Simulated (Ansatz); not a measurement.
## Gd: single-point calculation (part 1 of 2)

System: Gd (4 atoms in the cell).
Method: DFT, PBE, PAW with Ansatz's default frozen-core files, fully relativistic files with spin-orbit coupling (Ansatz 0.2.0).

The structure derives from an entry of the Crystallography Open Database. It belongs to a series of runs on one base structure; here: moments start +--+; spin-orbit coupling, moments along 100, PAW files.

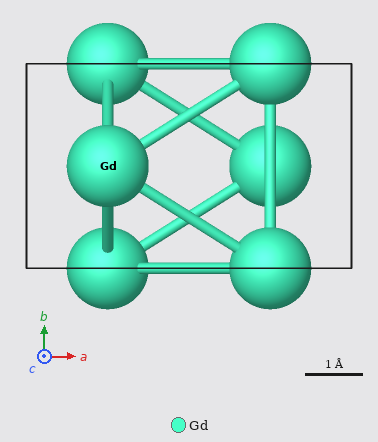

**Figure 1.** The input geometry (ball-and-stick view of the cell of the calculation, along the c axis). An atom can appear more than once, as a periodic image. Near neighbours in the periodic cell (some may lie outside the picture): Gd has 12 Gd at 3.57 to 3.64 Å.

**Input**
```yaml
crystal:
  lattice:
    - [0.0, 0.0, 5.7826]
    - [3.636, 0.0, 0.0]
    - [0.0, 6.2977367364, 0.0]
  atoms:
    - { symbol: Gd, position: [0.25, 1.0, 0.3333333334], spin: 7.2, spin_axis: [0.0, 0.0, 1.0] }
    - { symbol: Gd, position: [0.25, 0.5, 0.8333333334], spin: 7.2, spin_axis: [0.0, 0.0, -1.0] }
    - { symbol: Gd, position: [0.75, 0.5, 0.1666666666], spin: 7.2, spin_axis: [0.0, 0.0, -1.0] }
    - { symbol: Gd, position: [0.75, 0.0, 0.6666666666], spin: 7.2, spin_axis: [0.0, 0.0, 1.0] }
magnetization:
  noncollinear: true
  spin_orbit: true
kpoints:
  mp_grid: { grid: [5, 8, 5] }
scf:
  occupations: { method: fermi_dirac, width: 0.05 }
  convergence: { dr2_threshold: 1.0e-09 }
  max_iter: 120
  lower_state_search: "off"
hamiltonian:
  xc: pbe
  pseudopotentials: { kind: paw_fr }
output:
  eigenvalues: false
  hubbard: { sites: [{ species: Gd, l: f }] }
  write_density: true
  write_potential: true
  elf: true
  volumetric_format: npy
```

Machine: 2 threads of Intel Xeon (Sapphire Rapids), 32 GiB of memory available, shared host.

Run as:
```bash
ansatz run input.yaml --threads 2 --pin off --max-ram 6144MiB --backend cpu --events-out ev --progress --plain --runs-dir out
```

**Output**
```
settings of this run that can trade accuracy for cost: output.eigenvalues: false. Do not mix this run's numbers with those of runs without the same settings; the input reference describes each key
Gd: projections on atomic orbitals take those of the free atom [Kr 4d10] 4f7 5s2 5p6 5d1 6s2, of charge +0.00 (hamiltonian.pseudopotentials.projection_atoms); the dataset's partial waves leave at most 3.2e-4 of an orbital's norm unspanned inside its sphere
band count auto-derived: 118, from the close of a first SCF at 88 (N_el = 72.0; filled up to band 72; 88 by the electrons, moments and atoms)
Engine: ansatz 0.2.0, x86_64-unknown-linux-gnu
Pseudopotentials: kind: paw_fr
Pseudopotential: Gd, paw_fr, valence charge 18, recommended cutoff 420 eV (normal), Gd.paw.azcp#standard-fr
Functional definition: PBE
  parameter kappa = 0.804
  parameter beta = 0.06672455060314922
  exchange = pbe_x(kappa = kappa, mu = beta*pi^2/3)
  correlation = pbe_c(beta = beta)
Crystal: 4 atoms, lattice volume = 132.413 Å³
Basis set: ecut = 420 eV, 2599 PW (Γ)
Bands: 88, of which v1, the nominal top of the filled ones, is band 72 counted from 1 (71 counted from 0)
Symmetry: 8 space group operations + 8 with time reversal
Magnetic group: BNS 62.454 (UNI 552), of the structure as read, at distance tolerance 5.1e-5 Å
k-points: 45 of 200
Projection manifold: j_resolved (fully-relativistic pseudo-atomic orbitals)
Non-local potential: Gd, projectors of the file, l = 0: 3, l = 1: 4, l = 2: 4, l = 3: 6
PAW form: soft (Blöchl's): semilocal exchange-correlation on the pseudo side does not see the compensation charge
PAW one-centre angular grid: Gd, 590 points (default); XC on 64 Gauss nodes
Initial density: superposition of atomic densities (chi_scale 0.1, normalization cell)
Starting moments: Σ|m| = 28.8 μB on 4 of 4 sites
Initial wavefunctions: pseudopotential atomic-orbital guess
Functional: x = pbe(κ = 0.804, μ = 0.2195149727645171), c = pbe(β = 0.06672455060314922)
SCF iter   1: F=—  HF=-37360.200871 eV  |F-HF|=—  |Δ(HF+E_count)|=         —  Δρ=4.94e-1  dr2=4.83e0  dr2_m=7.41e1  ethr=3.10e-3  |M|=2.49e-15 ∫|m|=2.99e1 μB  |m|>n=0.0e0 m-floor=0.0e0 τ_xc=1.3e-14 mc-row=0.0e0  β_m=1.00  ⟨swp⟩=7.2  Hψ=23000  notcnv=0
preconditioner: auto → Kerker (q_TF=auto, 2.465 Å⁻¹)  [metal: Δε(μ)=0.011 eV  Ē_g=9.710 eV  σ=0.050 eV  W_gap=0.05  n_scr=38 (ndim 8)  ℏωp=25.8 eV  f_vac=0.000  D(μ)=8.12/eV (n_scr^D=74)]
spin=Noncollinear: Kerker preconditioning applied to the charge; magnetization (m_x, m_y, m_z) channels mix plain (no charge-response kernel on spin).
SCF iter   2: F=—  HF=-37346.260082 eV  |F-HF|=—  |Δ(HF+E_count)|=    1.39e1  Δρ=2.67e-2  dr2=4.65e-1  dr2_m=2.17e-1  ethr=3.10e-3  |M|=2.73e-15 ∫|m|=2.78e1 μB  |m|>n=4.4e-5 m-floor=4.4e-5 τ_xc=8.3e-2 mc-row=4.4e-5  β_m=0.30  ⟨swp⟩=8.3  Hψ=11776  notcnv=0  defer=33
SCF iter   3: F=—  HF=-37358.842693 eV  |F-HF|=—  |Δ(HF+E_count)|=    1.26e1  Δρ=4.07e-2  dr2=1.78e0  dr2_m=5.03e-1  ethr=6.45e-4  |M|=3.16e-15 ∫|m|=2.93e1 μB  |m|>n=0.0e0 m-floor=0.0e0 τ_xc=4.7e-2 mc-row=0.0e0  β_m=1.00  ⟨swp⟩=4.1  Hψ=10029  notcnv=0  defer=6
SCF iter   4: F=—  HF=-37363.013077 eV  |F-HF|=—  |Δ(HF+E_count)|=    4.17e0  Δρ=2.08e-2  dr2=6.05e-1  dr2_m=1.98e-3  ethr=6.45e-4  |M|=4.06e-15 ∫|m|=2.91e1 μB  |m|>n=0.0e0 m-floor=0.0e0 τ_xc=2.8e-2 mc-row=0.0e0  β_m=0.30  ⟨swp⟩=5.2  Hψ=9044  notcnv=0  defer=6
SCF iter   5: F=—  HF=-37366.229571 eV  |F-HF|=—  |Δ(HF+E_count)|=    3.22e0  Δρ=4.77e-3  dr2=4.35e-2  dr2_m=2.04e-3  ethr=6.45e-4  |M|=2.01e-15 ∫|m|=2.90e1 μB  |m|>n=0.0e0 m-floor=0.0e0 τ_xc=1.8e-2 mc-row=0.0e0  β_m=0.30  ⟨swp⟩=5.3  Hψ=9776  notcnv=0  defer=4
SCF iter   6: F=—  HF=-37367.844968 eV  |F-HF|=—  |Δ(HF+E_count)|=    1.62e0  Δρ=9.35e-3  dr2=8.26e-2  dr2_m=1.48e-2  ethr=6.05e-5  |M|=1.72e-15 ∫|m|=2.88e1 μB  |m|>n=0.0e0 m-floor=0.0e0 τ_xc=1.3e-2 mc-row=0.0e0  β_m=0.30  ⟨swp⟩=6.5  Hψ=10316  notcnv=0  defer=11
SCF iter   7: F=—  HF=-37368.656116 eV  |F-HF|=—  |Δ(HF+E_count)|=   8.11e-1  Δρ=8.93e-3  dr2=8.47e-2  dr2_m=6.80e-3  ethr=6.05e-5  |M|=4.45e-15 ∫|m|=2.88e1 μB  |m|>n=0.0e0 m-floor=0.0e0 τ_xc=1.1e-2 mc-row=0.0e0  β_m=1.00  ⟨swp⟩=3.8  Hψ=8852  notcnv=0  defer=5
SCF iter   8: F=—  HF=-37369.059280 eV  |F-HF|=—  |Δ(HF+E_count)|=   4.03e-1  Δρ=1.00e-2  dr2=5.99e-5  dr2_m=3.04e-2  ethr=6.05e-5  |M|=3.89e-15 ∫|m|=2.89e1 μB  |m|>n=0.0e0 m-floor=0.0e0 τ_xc=9.0e-3 mc-row=0.0e0  β_m=1.00  ⟨swp⟩=5.9  Hψ=9179  notcnv=0  defer=2
SCF iter   9: F=—  HF=-37369.164038 eV  |F-HF|=—  |Δ(HF+E_count)|=   1.05e-1  Δρ=1.66e-3  dr2=1.78e-3  dr2_m=8.42e-4  ethr=8.32e-8  |M|=2.89e-15 ∫|m|=2.89e1 μB  |m|>n=0.0e0 m-floor=0.0e0 τ_xc=8.4e-3 mc-row=0.0e0  β_m=1.00  ⟨swp⟩=6.0  Hψ=15035  notcnv=0
SCF iter  10: F=—  HF=-37369.262423 eV  |F-HF|=—  |Δ(HF+E_count)|=   9.84e-2  Δρ=1.18e-3  dr2=1.45e-3  dr2_m=9.32e-5  ethr=8.32e-8  |M|=2.74e-15 ∫|m|=2.90e1 μB  |m|>n=0.0e0 m-floor=0.0e0 τ_xc=7.9e-3 mc-row=0.0e0  β_m=0.30  ⟨swp⟩=4.8  Hψ=12771  notcnv=0
Mixer restart at iter 10: flushing history
spin-set hold released at iteration 10 (site moments contracting): the magnetisation degrees of freedom join the quasi-Newton model from the next iteration; the mixer history was flushed
SCF iter  11: F=—  HF=-37369.318984 eV  |F-HF|=—  |Δ(HF+E_count)|=   5.66e-2  Δρ=9.28e-4  dr2=9.23e-4  dr2_m=1.24e-4  ethr=8.32e-8  |M|=2.25e-15 ∫|m|=2.90e1 μB  |m|>n=0.0e0 m-floor=0.0e0 τ_xc=7.6e-3 mc-row=0.0e0  β_m=0.65  ⟨swp⟩=3.6  Hψ=10549  notcnv=0
SCF iter  12: F=—  HF=-37369.378069 eV  |F-HF|=—  |Δ(HF+E_count)|=   5.91e-2  Δρ=1.97e-3  dr2=4.53e-3  dr2_m=4.32e-4  ethr=8.32e-8  |M|=2.80e-15 ∫|m|=2.90e1 μB  |m|>n=0.0e0 m-floor=0.0e0 τ_xc=7.2e-3 mc-row=0.0e0  β_m=0.60  ⟨swp⟩=6.3  Hψ=15240  notcnv=0
SCF iter  13: F=—  HF=-37369.377234 eV  |F-HF|=—  |Δ(HF+E_count)|=   8.35e-4  Δρ=2.31e-4  dr2=3.57e-5  dr2_m=4.20e-6  ethr=8.32e-8  |M|=3.22e-15 ∫|m|=2.90e1 μB  |m|>n=0.0e0 m-floor=0.0e0 τ_xc=7.2e-3 mc-row=0.0e0  β_m=0.63  ⟨swp⟩=5.4  Hψ=13365  notcnv=0
SCF iter  14: F=—  HF=-37369.377096 eV  |F-HF|=—  |Δ(HF+E_count)|=   1.37e-4  Δρ=1.44e-4  dr2=3.80e-5  dr2_m=1.31e-6  ethr=4.96e-8  |M|=3.61e-15 ∫|m|=2.90e1 μB  |m|>n=0.0e0 m-floor=0.0e0 τ_xc=7.2e-3 mc-row=0.0e0  β_m=0.75  ⟨swp⟩=3.3  Hψ=9847  notcnv=0
SCF iter  15: F=—  HF=-37369.377099 eV  |F-HF|=—  |Δ(HF+E_count)|=   2.27e-6  Δρ=7.07e-5  dr2=3.33e-6  dr2_m=1.54e-6  ethr=4.96e-8  |M|=2.76e-15 ∫|m|=2.90e1 μB  |m|>n=0.0e0 m-floor=0.0e0 τ_xc=7.2e-3 mc-row=0.0e0  β_m=0.87  ⟨swp⟩=2.4  Hψ=7470  notcnv=0
SCF iter  16: F=—  HF=-37369.376912 eV  |F-HF|=—  |Δ(HF+E_count)|=   1.87e-4  Δρ=1.95e-5  dr2=1.86e-7  dr2_m=1.20e-7  ethr=4.63e-9  |M|=1.89e-15 ∫|m|=2.90e1 μB  |m|>n=0.0e0 m-floor=0.0e0 τ_xc=7.2e-3 mc-row=0.0e0  β_m=0.94  ⟨swp⟩=3.3  Hψ=8997  notcnv=0
SCF iter  17: F=—  HF=-37369.376913 eV  |F-HF|=—  |Δ(HF+E_count)|=   9.08e-7  Δρ=1.21e-5  dr2=5.98e-8  dr2_m=4.59e-8  ethr=2.59e-10  |M|=3.61e-15 ∫|m|=2.90e1 μB  |m|>n=0.0e0 m-floor=0.0e0 τ_xc=7.3e-3 mc-row=0.0e0  β_m=0.97  ⟨swp⟩=4.4  Hψ=9347  notcnv=0
SCF iter  18: F=—  HF=-37369.376913 eV  |F-HF|=—  |Δ(HF+E_count)|=   4.95e-7  Δρ=4.92e-6  dr2=1.45e-8  dr2_m=7.49e-9  ethr=8.30e-11  |M|=3.16e-15 ∫|m|=2.90e1 μB  |m|>n=0.0e0 m-floor=0.0e0 τ_xc=7.3e-3 mc-row=0.0e0  β_m=0.98  ⟨swp⟩=4.9  Hψ=9487  notcnv=0
SCF iter  19: F=-37369.376914 eV  HF=-37369.376914 eV  |F-HF|=2.22e-9  |Δ(HF+E_count)|=   7.37e-8  Δρ=1.44e-6  dr2=3.56e-10  dr2_m=6.41e-10  ethr=1.39e-12  |M|=3.47e-15 ∫|m|=2.90e1 μB  |m|>n=0.0e0 m-floor=0.0e0 τ_xc=7.3e-3 mc-row=0.0e0  ⟨swp⟩=3.6  Hψ=20052  notcnv=0
SCF 1, on 88 bands, converged in 19 iterations: F = -37369.376914 eV; the run's SCF on all bands comes behind
  greatest PAW one-centre occupation: 0.989 electrons in one spin orbital (limit 2), on the Gd atom at site 3 (counted from 0), in its partial waves of l = 0
The result of the SCF on 88 bands, without forces or a stress, told ahead of the SCF on all bands, whose result is the run's:
SCF converged after 19 iterations
Magnetization: |M| = 0.0000 μB,  M = (-0.0000, +0.0000, +0.0000) μB
Absolute magnetization: 29.0067 μB (∫|m|, with the PAW one-centre terms)
  site 0: m = (-0.0000, +0.0000, +7.1268) μB, |m| = 7.1268 μB  (R = 1.47 Å)
  site 1: m = (+0.0000, -0.0000, -7.1268) μB, |m| = 7.1268 μB  (R = 1.47 Å)
  site 2: m = (+0.0000, +0.0000, -7.1268) μB, |m| = 7.1268 μB  (R = 1.47 Å)
  site 3: m = (-0.0000, -0.0000, +7.1268) μB, |m| = 7.1268 μB  (R = 1.47 Å)
Free energy (F): -37369.376914 eV
Harris-Foulkes:  -37369.376914 eV  (|F-HF|=2.22e-9)
Internal energy: -37369.298005 eV  (E = F + TS)
E sigma→0 (E₀):  -37369.337459 eV
Entropy (-TS):   -0.078908 eV (-19.727 meV/atom)
Fermi energy:    12.168006 eV
--- Per-component energies (eV) ---
  E_band       = -123.793820
  E_kinetic    = 1607.420066
  E_local      = -8490.079541  (includes V_loc(G=0)·N_el)
  E_nonlocal   = 1161.574236
  E_hartree    = 3512.092131
  E_xc         = -928.907607
  E_vxc        = -1006.741611  (∫ρ·V_xc dr)
  E_paw        = -25839.138710  (= ΣΔE_a)
  E_vpaw       = -420.149314  (= ΣTr[D̂ρ^β])
  E_aug_tail   = 0.000001  (compensation charges beyond the density's cutoff)
  E_ewald      = -8392.258580
  E_smearing   = -0.078908  (= −TS)
  E_closure    = 0.000000  (closes the sum)
  Σ components = -37369.376914   (vs F -37369.376914, Δ=0.00e0)
Bands: 118, of which v1, the nominal top of the filled ones, is band 72 counted from 1 (71 counted from 0)
Projection manifold: j_resolved (fully-relativistic pseudo-atomic orbitals)
Initial density: handed on by an earlier stage of this run
Starting moments: Σ|m| = 28.8 μB on 4 of 4 sites; this step starts from the density that it was given
iter 1 solved again at ethr=8.30e-8 eV; its pass at ethr=3.10e-3 eV (dr2=5.97e-5 eV) is discarded
SCF iter   1: F=—  HF=-37369.377105 eV  |F-HF|=—  |Δ(HF+E_count)|=         —  Δρ=1.54e-6  dr2=4.03e-10  dr2_m=7.29e-10  ethr=8.30e-8  |M|=3.59e-15 ∫|m|=2.90e1 μB  |m|>n=0.0e0 m-floor=0.0e0 τ_xc=7.3e-3 mc-row=0.0e0  β_m=0.30  ⟨swp⟩=4.8  Hψ=44706  notcnv=0
eigensolver tolerance schedule: the retry pair's looser diagonalisation over-reported the residual by 148235.07 of it (diagonalisation noise at an unbounded share of the residual, at the tolerance the schedule requests for it); recorded, not acted on — ethr = c·dr2/N_el stays at c = 1.0e-1
preconditioner: auto → Kerker (q_TF=auto, 2.465 Å⁻¹)  [metal: Δε(μ)=0.005 eV  Ē_g=11.358 eV  σ=0.050 eV  W_gap=0.03  n_scr=38 (ndim 8)  ℏωp=25.8 eV  f_vac=0.000  D(μ)=9.79/eV (n_scr^D=108)]
spin=Noncollinear: Kerker preconditioning applied to the charge; magnetization (m_x, m_y, m_z) channels mix plain (no charge-response kernel on spin).
SCF iter   2: F=—  HF=-37369.376914 eV  |F-HF|=—  |Δ(HF+E_count)|=   1.92e-4  Δρ=1.29e-6  dr2=2.40e-10  dr2_m=5.16e-10  ethr=1.00e-12  |M|=3.01e-15 ∫|m|=2.90e1 μB  |m|>n=0.0e0 m-floor=0.0e0 τ_xc=7.3e-3 mc-row=0.0e0  β_m=0.45  ⟨swp⟩=1.9  Hψ=22361  notcnv=0
SCF iter   3: F=-37369.376914 eV  HF=-37369.376914 eV  |F-HF|=1.35e-9  |Δ(HF+E_count)|=   2.18e-9  Δρ=1.05e-6  dr2=5.56e-11  dr2_m=3.43e-10  ethr=1.00e-12  |M|=3.36e-15 ∫|m|=2.90e1 μB  |m|>n=0.0e0 m-floor=0.0e0 τ_xc=7.3e-3 mc-row=0.0e0  ⟨swp⟩=1.6  Hψ=12071  notcnv=0
SCF 2 converged in 3 iterations: F = -37369.376914 eV  dr2 = 5.56e-11
  greatest PAW one-centre occupation: 0.989 electrons in one spin orbital (limit 2), on the Gd atom at site 2 (counted from 0), in its partial waves of l = 0
```

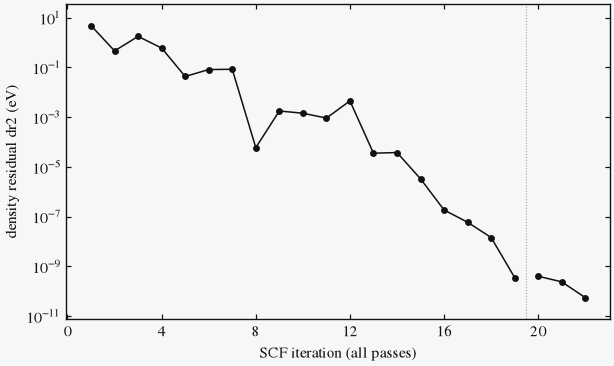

**Figure 2.** Convergence of the self-consistent field: density residual dr2 against the SCF iteration. The dotted line parts a first SCF on fewer bands from the closing SCF on all bands, which starts from the first one's density. The passes take 19 and 3 iterations.

```
SCF converged after 22 iterations (19 of them on 88 bands)
Magnetization: |M| = 0.0000 μB,  M = (-0.0000, -0.0000, +0.0000) μB
Absolute magnetization: 29.0067 μB (∫|m|, with the PAW one-centre terms)
  site 0: m = (-0.0000, -0.0000, +7.1268) μB, |m| = 7.1268 μB  (R = 1.47 Å)
  site 1: m = (+0.0000, -0.0000, -7.1268) μB, |m| = 7.1268 μB  (R = 1.47 Å)
  site 2: m = (+0.0000, +0.0000, -7.1268) μB, |m| = 7.1268 μB  (R = 1.47 Å)
  site 3: m = (-0.0000, -0.0000, +7.1268) μB, |m| = 7.1268 μB  (R = 1.47 Å)
Free energy (F): -37369.376914 eV
Harris-Foulkes:  -37369.376914 eV  (|F-HF|=1.35e-9)
Internal energy: -37369.298005 eV  (E = F + TS)
E sigma→0 (E₀):  -37369.337459 eV
Entropy (-TS):   -0.078909 eV (-19.727 meV/atom)
Fermi energy:    12.168007 eV
--- Per-component energies (eV) ---
  E_band       = -123.793437
  E_kinetic    = 1607.420005
  E_local      = -8490.078419  (includes V_loc(G=0)·N_el)
  E_nonlocal   = 1161.574095
  E_hartree    = 3512.091247
  E_xc         = -928.907615
  E_vxc        = -1006.741624  (∫ρ·V_xc dr)
  E_paw        = -25839.138738  (= ΣΔE_a)
  E_vpaw       = -420.149669  (= ΣTr[D̂ρ^β])
  E_aug_tail   = 0.000001  (compensation charges beyond the density's cutoff)
  E_ewald      = -8392.258580
  E_smearing   = -0.078909  (= −TS)
  E_closure    = 0.000000  (closes the sum)
  Σ components = -37369.376914   (vs F -37369.376914, Δ=0.00e0)
```
